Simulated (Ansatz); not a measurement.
## Geometry relaxation of W

The run: geometry relaxation of W (Im-3m, 1 atom in the cell). Method and program: DFT PBE, scalar-relativistic, plane waves, PAW, no spin polarisation (Ansatz 0.2.0).

The structure derives from an entry of the Crystallography Open Database.

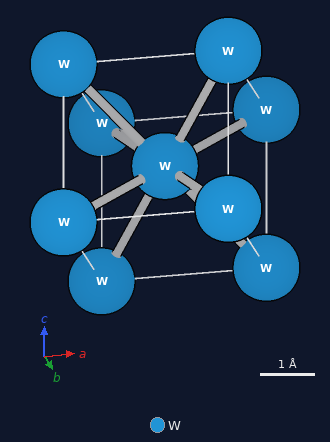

**Figure 1.** The starting structure (ball-and-stick view of the cell 2 times as large as that of the calculation, set on its symmetry axes, seen at an oblique angle). Near neighbours in the crystal (not all of them lie inside the picture): W has 8 W at 2.74 Å.

Input file
```yaml
crystal:
  lattice:
    - [-1.582345, 1.582345, 1.582345]
    - [1.582345, -1.582345, 1.582345]
    - [1.582345, 1.582345, -1.582345]
  atoms:
    - { symbol: W, position: [0.0, 0.0, 0.0] }
basis:
  ecutwfc: 420
kpoints:
  mp_grid: { grid: [18, 18, 18] }
hamiltonian:
  xc: pbe
scf:
  occupations: { method: gaussian, width: 0.1 }
output:
  forces: true
  stress: true
  eigenvalues: true
  write_density: true
  write_potential: true
  elf: true
  volumetric_format: npy
relax:
  adjacent_minimum: "off"
  f_tol: 0.005
  max_steps: 80
  cell: { stress_tol: 0.05 }
```

Machine: 4 threads of Intel Xeon (Sapphire Rapids), 16 GiB of memory available, shared host.

Command:
```bash
ansatz run input.yaml --threads 4 --pin off --max-ram 12288MiB --backend cpu --events-out ev --progress --plain --runs-dir out
```

The program's output
```
Engine: ansatz 0.2.0, x86_64-unknown-linux-gnu
Pseudopotentials: kind: paw
Pseudopotential: W, paw, valence charge 14, recommended cutoff 420 eV (normal), W.paw.azcp
Functional definition: PBE
  parameter kappa = 0.804
  parameter beta = 0.06672455060314922
  exchange = pbe_x(kappa = kappa, mu = beta*pi^2/3)
  correlation = pbe_c(beta = beta)
Crystal: 1 atoms, lattice volume = 15.848 Å³
Basis set: ecut = 420 eV, 321 PW (Γ), exchange–correlation on 40×40×40 points (8 copies of the dense FFT grid, shifted against one another)
Bands: 11, of which v1, the nominal top of the filled ones, is band 7 counted from 1 (6 counted from 0)
Symmetry: 48 space group operations
Space group: Im-3m (ITA 229), of the structure as read, at distance tolerance 2.5e-5 Å
k-points: 195 of 5832
Non-local potential: W, projectors of the file, l = 0: 3, l = 1: 2, l = 2: 2, l = 3: 1
PAW form: soft (Blöchl's): semilocal exchange-correlation on the pseudo side does not see the compensation charge
PAW one-centre angular grid: W, 590 points (default); XC on 64 Gauss nodes
Initial density: superposition of atomic densities (neutral atoms: chi_scale 0, normalization atom), corrected by the library's trained network
Initial wavefunctions: pseudopotential atomic-orbital guess
Functional: x = pbe(κ = 0.804, μ = 0.2195149727645171), c = pbe(β = 0.06672455060314922)
SCF iter   1: F=—  HF=-10384.814981 eV  |F-HF|=—  |Δ(HF+E_count)|=         —  Δρ=1.63e-3  dr2=1.50e-4  ethr=1.77e-3  ⟨swp⟩=5.0  Hψ=11286  notcnv=0
preconditioner: auto → none  [metal: Δε(μ)=0.019 eV  Ē_g=9.062 eV  σ=0.100 eV  W_gap=0.10  n_scr=0 (ndim 8)  ℏωp=22.8 eV  f_vac=0.000  D(μ)=0.69/eV (n_scr^D=0)]
SCF iter   2: F=—  HF=-10384.814731 eV  |F-HF|=—  |Δ(HF+E_count)|=   2.49e-4  Δρ=8.10e-4  dr2=2.88e-5  ethr=1.07e-6  ⟨swp⟩=2.5  Hψ=4954  notcnv=0
SCF iter   3: F=—  HF=-10384.814760 eV  |F-HF|=—  |Δ(HF+E_count)|=   2.91e-5  Δρ=1.40e-4  dr2=2.13e-6  ethr=2.06e-7  ⟨swp⟩=2.0  Hψ=3295  notcnv=0
SCF iter   4: F=—  HF=-10384.814760 eV  |F-HF|=—  |Δ(HF+E_count)|=   8.88e-8  Δρ=1.13e-4  dr2=1.56e-6  ethr=1.52e-8  ⟨swp⟩=2.0  Hψ=3506  notcnv=0
SCF iter   5: F=—  HF=-10384.814760 eV  |F-HF|=—  |Δ(HF+E_count)|=   5.50e-7  Δρ=5.52e-5  dr2=3.68e-7  ethr=1.11e-8  ⟨swp⟩=2.0  Hψ=3156  notcnv=0
SCF iter   6: F=-10384.814760 eV  HF=-10384.814760 eV  |F-HF|=1.85e-8  |Δ(HF+E_count)|=   1.59e-7  Δρ=1.36e-5  dr2=2.26e-8  ethr=7.14e-10  ⟨swp⟩=9.1  Hψ=13840  notcnv=0
SCF 1 converged in 6 iterations: F = -10384.814760 eV  dr2 = 2.26e-8
  greatest PAW one-centre occupation: 1.000 electrons in one spin orbital (limit 2), on the W atom at site 0 (counted from 0), in its partial waves of l = 0
relax step   1: F+E_penalty+E_count = -10384.81475969 eV  Δ(F+E_penalty+E_count) = +0.000e0 eV  max|allowed force component| = 0.000e0 eV/Å  Δτ_max = 0.0000 Å  P = +5.660 GPa  Ω = 15.848 Å³  (6 SCF iters, dr2 threshold 1.00e-7 eV, accepted)
Crystal: 1 atoms, lattice volume = 16.929 Å³
Initial density: handed on by an earlier stage of this run
Initial wavefunctions: those handed on with the density
iter 1 solved again at ethr=1.70e-6 eV; its pass at ethr=3.10e-3 eV (dr2=2.37e-4 eV) is discarded
SCF iter   1: F=—  HF=-10384.784737 eV  |F-HF|=—  |Δ(HF+E_count)|=         —  Δρ=2.29e-3  dr2=2.26e-4  ethr=1.70e-6  ⟨swp⟩=2.1  Hψ=16095  notcnv=0
preconditioner: auto → none  [metal: Δε(μ)=0.024 eV  Ē_g=8.451 eV  σ=0.100 eV  W_gap=0.13  n_scr=0 (ndim 8)  ℏωp=22.1 eV  f_vac=0.000  D(μ)=0.79/eV (n_scr^D=12)]
SCF iter   2: F=—  HF=-10384.784892 eV  |F-HF|=—  |Δ(HF+E_count)|=   1.55e-4  Δρ=1.17e-3  dr2=5.74e-5  ethr=1.61e-6  ⟨swp⟩=1.0  Hψ=2192  notcnv=0
SCF iter   3: F=—  HF=-10384.784955 eV  |F-HF|=—  |Δ(HF+E_count)|=   6.28e-5  Δρ=1.27e-4  dr2=2.05e-6  ethr=4.10e-7  ⟨swp⟩=2.1  Hψ=3376  notcnv=0
SCF iter   4: F=-10384.784954 eV  HF=-10384.784954 eV  |F-HF|=5.33e-9  |Δ(HF+E_count)|=   6.63e-7  Δρ=1.82e-5  dr2=2.06e-8  ethr=7.14e-10  ⟨swp⟩=6.4  Hψ=12404  notcnv=0
SCF 2 converged in 4 iterations: F = -10384.784954 eV  dr2 = 2.06e-8
relax step   2: F+E_penalty+E_count = -10384.78495396 eV  Δ(F+E_penalty+E_count) = +2.981e-2 eV  max|allowed force component| = 0.000e0 eV/Å  Δτ_max = 0.0000 Å  P = -13.203 GPa  Ω = 16.929 Å³  energy of the carried Pulay correction = -5.006e-4 eV  (4 SCF iters, dr2 threshold 1.00e-7 eV, rejected (line search))
Crystal: 1 atoms, lattice volume = 16.157 Å³
iter 1 solved again at ethr=6.82e-7 eV; its pass at ethr=3.10e-3 eV (dr2=9.55e-5 eV) is discarded
SCF iter   1: F=—  HF=-10384.819446 eV  |F-HF|=—  |Δ(HF+E_count)|=         —  Δρ=1.60e-3  dr2=1.02e-4  ethr=6.82e-7  ⟨swp⟩=2.2  Hψ=16025  notcnv=0
preconditioner: auto → none  [metal: Δε(μ)=0.018 eV  Ē_g=8.881 eV  σ=0.100 eV  W_gap=0.10  n_scr=0 (ndim 8)  ℏωp=22.6 eV  f_vac=0.000  D(μ)=0.71/eV (n_scr^D=12)]
SCF iter   2: F=—  HF=-10384.819515 eV  |F-HF|=—  |Δ(HF+E_count)|=   6.97e-5  Δρ=8.13e-4  dr2=2.59e-5  ethr=6.82e-7  ⟨swp⟩=1.0  Hψ=2156  notcnv=0
SCF iter   3: F=—  HF=-10384.819542 eV  |F-HF|=—  |Δ(HF+E_count)|=   2.68e-5  Δρ=7.43e-5  dr2=6.07e-7  ethr=1.85e-7  ⟨swp⟩=2.2  Hψ=2634  notcnv=0
SCF iter   4: F=—  HF=-10384.819541 eV  |F-HF|=—  |Δ(HF+E_count)|=   1.11e-6  Δρ=1.20e-5  dr2=7.14e-9  ethr=4.33e-9  ⟨swp⟩=2.0  Hψ=3215  notcnv=0
SCF iter   5: F=—  HF=-10384.819541 eV  |F-HF|=—  |Δ(HF+E_count)|=   1.05e-9  Δρ=8.53e-7  dr2=1.01e-10  ethr=5.10e-11  ⟨swp⟩=2.4  Hψ=3453  notcnv=0
SCF iter   6: F=-10384.819541 eV  HF=-10384.819541 eV  |F-HF|=3.64e-12  |Δ(HF+E_count)|=  2.73e-11  Δρ=5.96e-8  dr2=3.80e-13  ethr=1.00e-12  ⟨swp⟩=6.0  Hψ=8162  notcnv=0
SCF 3 converged in 6 iterations: F = -10384.819541 eV  dr2 = 3.80e-13
relax step   3: F+E_penalty+E_count = -10384.81954122 eV  Δ(F+E_penalty+E_count) = -4.782e-3 eV  max|allowed force component| = 0.000e0 eV/Å  Δτ_max = 0.0000 Å  P = -0.457 GPa  Ω = 16.157 Å³  energy of the carried Pulay correction = -1.468e-4 eV  (6 SCF iters, accepted)
Crystal: 1 atoms, lattice volume = 16.133 Å³
iter 1 solved again at ethr=2.74e-9 eV; its pass at ethr=3.10e-3 eV (dr2=3.83e-7 eV) is discarded
SCF iter   1: F=—  HF=-10384.819589 eV  |F-HF|=—  |Δ(HF+E_count)|=         —  Δρ=5.40e-5  dr2=1.16e-7  ethr=2.74e-9  ⟨swp⟩=2.2  Hψ=14138  notcnv=0
preconditioner: auto → none  [metal: Δε(μ)=0.019 eV  Ē_g=8.896 eV  σ=0.100 eV  W_gap=0.11  n_scr=0 (ndim 8)  ℏωp=22.6 eV  f_vac=0.000  D(μ)=0.71/eV (n_scr^D=12)]
SCF iter   2: F=-10384.819587 eV  HF=-10384.819587 eV  |F-HF|=3.11e-8  |Δ(HF+E_count)|=   1.31e-6  Δρ=2.73e-5  dr2=2.89e-8  ethr=7.14e-10  ⟨swp⟩=6.2  Hψ=11025  notcnv=0
SCF 4 converged in 2 iterations: F = -10384.819587 eV  dr2 = 2.89e-8
relax step   4: F+E_penalty+E_count = -10384.81958744 eV  Δ(F+E_penalty+E_count) = -4.622e-5 eV  max|allowed force component| = 0.000e0 eV/Å  Δτ_max = 0.0000 Å  P = +0.007 GPa  Ω = 16.133 Å³  energy of the carried Pulay correction = -1.352e-4 eV  (2 SCF iters, dr2 threshold 1.00e-7 eV, accepted)
Initial wavefunctions: pseudopotential atomic-orbital guess (no wavefunctions were taken with the density)
iter 1 solved again at ethr=4.50e-8 eV; its pass at ethr=3.10e-3 eV (dr2=6.30e-6 eV) is discarded
SCF iter   1: F=—  HF=-10384.819724 eV  |F-HF|=—  |Δ(HF+E_count)|=         —  Δρ=6.87e-5  dr2=1.10e-7  ethr=4.50e-8  ⟨swp⟩=3.0  Hψ=17354  notcnv=0
SCF iter   2: F=—  HF=-10384.819721 eV  |F-HF|=—  |Δ(HF+E_count)|=   2.90e-6  Δρ=3.49e-5  dr2=2.85e-8  ethr=7.88e-10  ⟨swp⟩=1.3  Hψ=2348  notcnv=0
SCF iter   3: F=—  HF=-10384.819721 eV  |F-HF|=—  |Δ(HF+E_count)|=   1.95e-8  Δρ=1.16e-6  dr2=1.76e-10  ethr=2.03e-10  ⟨swp⟩=2.0  Hψ=3258  notcnv=0
SCF iter   4: F=-10384.819721 eV  HF=-10384.819721 eV  |F-HF|=1.82e-12  |Δ(HF+E_count)|=  7.09e-11  Δρ=3.55e-7  dr2=7.08e-12  ethr=1.00e-12  ⟨swp⟩=6.5  Hψ=9401  notcnv=0
SCF 5 converged in 4 iterations: F = -10384.819721 eV  dr2 = 7.08e-12
relax step   5: F+E_penalty+E_count = -10384.81972137 eV  Δ(F+E_penalty+E_count) = -1.339e-4 eV  max|allowed force component| = 0.000e0 eV/Å  Δτ_max = 0.0000 Å  P = +0.004 GPa  Ω = 16.133 Å³  stress off target by 4.42e-3 GPa  SCF on the basis re-selected at this cell (its energy is not comparable with the rows above)  (4 SCF iters)
```

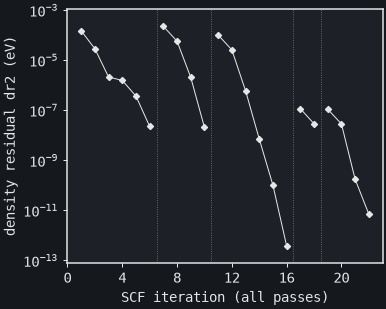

**Figure 2.** Convergence of the self-consistent field: density residual dr2 against the SCF iteration. The dotted lines part the SCF passes of the relaxation: geometry steps, rejected trials and re-solves on a re-selected basis. The 5 passes take 2 to 6 iterations each, 22 in all.

```
basis re-selected at this cell: Δ(F+E_penalty+E_count) = -1.339e-4 eV, ΔP = -0.002 GPa vs the last step (what re-selecting the basis moved, of the pressure what is left beyond the Pulay correction that the steps carried, after the strain that the cell walked since its last selection, with what the two solves' SCF thresholds leave and, on support functions, any second-order correction that the steps lacked; it is no measure of the basis error at this ecutwfc). This SCF's stress stands 4.42e-3 GPa from its target on what of the cell is left free (relax.cell.stress_tol is 5.00e-2 GPa) and its largest allowed force component is 0.00e0 eV/Å (relax.f_tol is 5.00e-3 eV/Å): within both
SCF converged after 4 iterations
Free energy (F): -10384.819721 eV
Harris-Foulkes:  -10384.819721 eV  (|F-HF|=1.82e-12)
Internal energy: -10384.816174 eV  (E = F + TS)
E sigma→0 (E₀):  -10384.817948 eV
Entropy (-TS):   -0.003548 eV (-3.548 meV/atom)
Fermi energy:    22.175987 eV
--- Per-component energies (eV) ---
  E_band       = -87.384698
  E_kinetic    = 449.518848
  E_local      = -610.814838  (includes V_loc(G=0)·N_el)
  E_nonlocal   = 0.289002
  E_hartree    = 218.568772
  E_xc         = -266.832535
  E_vxc        = -238.646968  (∫ρ·V_xc dr)
  E_paw        = -8562.393025  (= ΣΔE_a)
  E_vpaw       = -124.868183  (= ΣTr[D̂ρ^β])
  E_aug_tail   = -0.000063  (compensation charges beyond the density's cutoff)
  E_ewald      = -1613.152335
  E_smearing   = -0.003548  (= −TS)
  E_closure    = 0.000000  (closes the sum)
  Σ components = -10384.819721   (vs F -10384.819721, Δ=0.00e0)
--- Forces (eV/Å), atoms counted from 1 ---
  atom   1  W      0.00000000    -0.00000000    -0.00000000
  max |Σ_I F_I| component: 7.40e-32 eV/Å
--- Stress (GPa, compression-positive) ---
        0.004421       0.000000       0.000000
        0.000000       0.004421       0.000000
        0.000000       0.000000       0.004421
  P = ⅓ Tr σ = 0.0044 GPa (0.044 kbar)
--- Band table (eV; the first three rows and the last of 195) ---
  k-point 0: bands = ["-51.9471", "-15.5730", "-15.5730", "-15.5730", "12.6441", "20.9698", "20.9698", "20.9698", "24.3886", "24.3886", "36.6467"]
  k-point 1: bands = ["-51.9433", "-15.6127", "-15.5855", "-15.5732", "12.7910", "20.8810", "20.9508", "21.1115", "24.2457", "24.3901", "36.7708"]
  k-point 2: bands = ["-51.9326", "-15.7259", "-15.6211", "-15.5737", "13.2156", "20.6354", "20.8669", "21.5318", "23.9385", "24.4015", "37.0808"]
  k-point 194: bands = ["-51.7290", "-16.4289", "-16.4289", "-16.4289", "16.4789", "16.4789", "27.2134", "27.2134", "27.2134", "30.2824", "30.2824"]
--- Relaxed structure (4 steps of the walk, 3 accepted, 1 SCFs on fresh bases) ---
  F+E_penalty+E_count = -10384.81972137 eV   max|allowed force component| = 0.000e0 eV/Å   (the final SCF, on the basis selected at the relaxed cell)
  cell:  # Å, volume = 16.1327 Å³
    - [-1.5917776929050573, 1.5917776929050573, 1.5917776929050573]
    - [1.5917776929050573, -1.5917776929050573, 1.5917776929050573]
    - [1.5917776929050573, 1.5917776929050573, -1.5917776929050573]
  atoms:
    - { symbol: W, position: [0.0, 0.0, 0.0] }
```

Trajectory as extended XYZ (Å, eV, eV/Å), 5 frames, from step=1 to step=5
```
1
Lattice="-1.5823 1.5823 1.5823 1.5823 -1.5823 1.5823 1.5823 1.5823 -1.5823" Properties=species:S:1:pos:R:3:forces:R:3 step=1 energy=-10384.81476 pressure_GPa=5.66
W     0.0000    0.0000    0.0000    0.0000   0.0000   0.0000
1
Lattice="-1.6176 1.6176 1.6176 1.6176 -1.6176 1.6176 1.6176 1.6176 -1.6176" Properties=species:S:1:pos:R:3:forces:R:3 step=2 energy=-10384.78495 pressure_GPa=-13.20 accepted=F
W     0.0000    0.0000    0.0000    0.0000   0.0000   0.0000
1
Lattice="-1.5926 1.5926 1.5926 1.5926 -1.5926 1.5926 1.5926 1.5926 -1.5926" Properties=species:S:1:pos:R:3:forces:R:3 step=3 energy=-10384.81954 pressure_GPa=-0.46
W     0.0000    0.0000    0.0000    0.0000   0.0000   0.0000
1
Lattice="-1.5918 1.5918 1.5918 1.5918 -1.5918 1.5918 1.5918 1.5918 -1.5918" Properties=species:S:1:pos:R:3:forces:R:3 step=4 energy=-10384.81959 pressure_GPa=0.01
W     0.0000    0.0000    0.0000    0.0000   0.0000   0.0000
1
Lattice="-1.5918 1.5918 1.5918 1.5918 -1.5918 1.5918 1.5918 1.5918 -1.5918" Properties=species:S:1:pos:R:3:forces:R:3 step=5 energy=-10384.81972 pressure_GPa=0.00
W     0.0000    0.0000    0.0000    0.0000   0.0000   0.0000
```

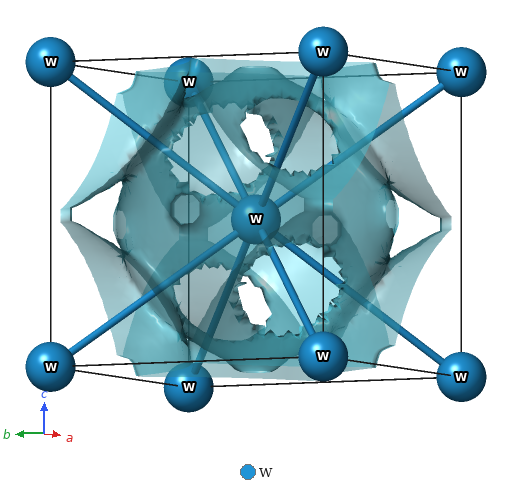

**Figure 3.** Isosurface of the ELF at 0.4 (cyan), seen at an oblique angle. Core shells and regions of very low density are left out. Sticks mark near contacts. The outline is the cell set on symmetry axes. Profiles from the grid: W–W (2.76 Å): the ELF is about 0.40 at the midpoint, as expected for nearly free electrons, as in a simple metal. Core electrons are frozen (PAW), so the fields are smoothed inside the atomic spheres.

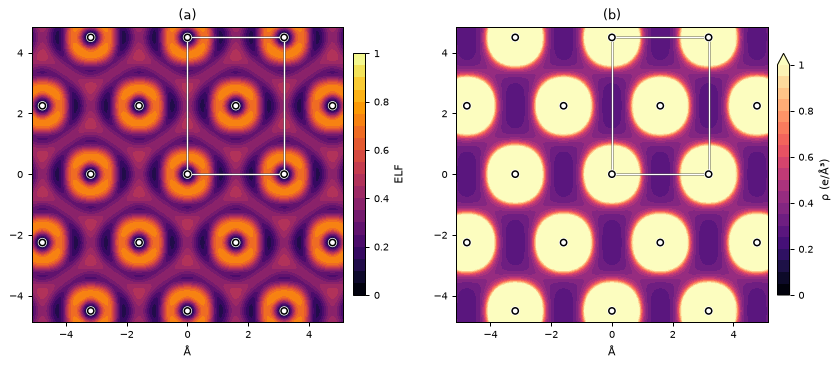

**Figure 4.** (a) electron localisation function; (b) valence electron density on the (011) plane of the conventional cell. Circles mark the nuclei in the plane (W). The section cuts through W sites. W–W (2.76 Å): ρ at the midpoint is about 0.41 e/Å³; the ELF is about 0.40 at the midpoint, which marks nearly free electrons, as in a simple metal. Away from the nuclei the density in this plane falls to 0.26 e/Å³ at its lowest. The strong features right at W lie inside the PAW spheres (semicore, d or f shells) and say nothing about bonding.

Key numbers

| quantity | value |
| --- | --- |
| outcome | converged |
| space group (tolerance 0.01 Å) | Im-3m (229) |
| electrons treated | 14 |
| free energy | −10384.8197 eV |
| Fermi energy | 22.176 eV |
| gap on the k-point mesh | none (metallic) |
| pressure | 0.00 GPa |
| final volume | 16.13 Å³ |
| largest force (length of the vector) at the end | under 0.001 eV/Å |
| final cell | a = 2.757 Å, b = 2.757 Å, c = 2.757 Å, α = 109.47°, β = 109.47°, γ = 109.47° |
| wall time | 2.8 s (CPU time 9.2 s) |
| peak memory | 0.41 GiB |

Spin–orbit coupling is left out, which matters for W.
